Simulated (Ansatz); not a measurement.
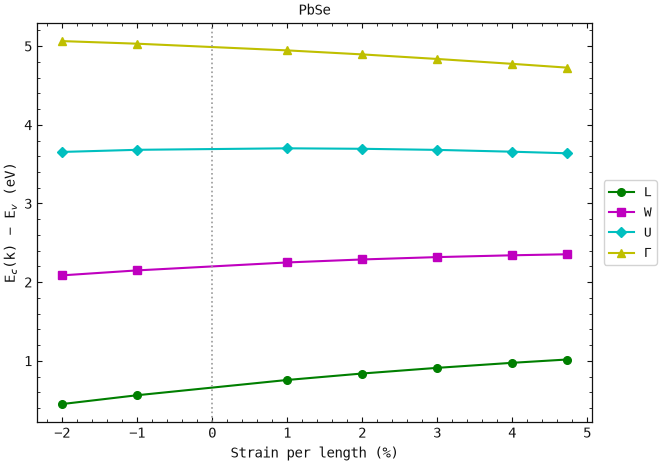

Lowest conduction level at each named k point, counted from the valence-band top at L. The names follow the standardised cell of this lattice; in reduced coordinates of the cell that was run, L is (0.5, 0.5, 0.5), W is (0.5, 0.25, 0.75) and U is (0.625, 0.25, 0.625). One run is left out (dotted line).

System: rocksalt PbSe, space group Fm-3m, 2 atoms in the primitive cell, relaxed with r2SCAN; unstrained, cubic a = 6.177 Å. All lengths are scaled by the strain listed; symmetry fixes the atoms. Points keep the names and reduced coordinates of the unstrained primitive cell. Ansatz 0.2.0; r2SCAN, Ansatz PAW set, no spin polarisation, no spin-orbit coupling, 8×8×8 k mesh, 500 eV cutoff.

| strain | L (eV) | W (eV) | U (eV) | Γ (eV) |
| --- | --- | --- | --- | --- |
| −2 % | 0.45 | 2.09 | 3.66 | 5.06 |
| −1 % | 0.56 | 2.15 | 3.68 | 5.03 |
| +1 % | 0.76 | 2.25 | 3.70 | 4.95 |
| +2 % | 0.84 | 2.29 | 3.69 | 4.89 |
| +3 % | 0.91 | 2.32 | 3.68 | 4.84 |
| +4 % | 0.97 | 2.34 | 3.66 | 4.77 |
| +4.73 % | 1.02 | 2.35 | 3.64 | 4.73 |

### What does the missing run, at 0 %, give?

Fits through the other points give 0.66 eV at L, 2.20 eV at W, 3.69 eV at U and 4.99 eV at Γ (parabolas). The run itself gives 0.66, 2.20, 3.70 and 4.99 eV, within 0.01 eV of the estimates.

### Which of these conduction levels is lowest, and does that change?

The lowest is the one at L, over the whole range, so among these points the gap stays direct.

The PAW data sets were made with another functional. Spin-orbit coupling is left out, which matters for Pb and Se.
